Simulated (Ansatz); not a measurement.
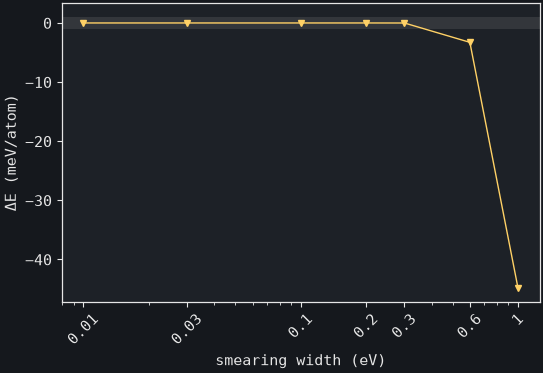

Convergence test: the smearing width is varied and all else is held.
I (Cmce, 4 atoms in the cell); Ansatz, DFT, r2SCAN, plane waves (500 eV) with PAW, scalar-relativistic; 8×8×4 k-mesh, Gaussian smearing.
ΔE is the free energy less its value at the smallest setting, 0.01 eV.
Dashed lines or grey bands mark the tolerance: 1 meV/atom.

Question: What is enough for the free energy to 1 meV/atom?

Answer: The free energy is within 1 meV/atom of the smallest setting's value from 0.3 eV down. It is off by −45 meV/atom at 1 eV and −3.3 meV/atom at 0.6 eV. The free energy falls with the width because it holds the −TS term of the fractional occupations.
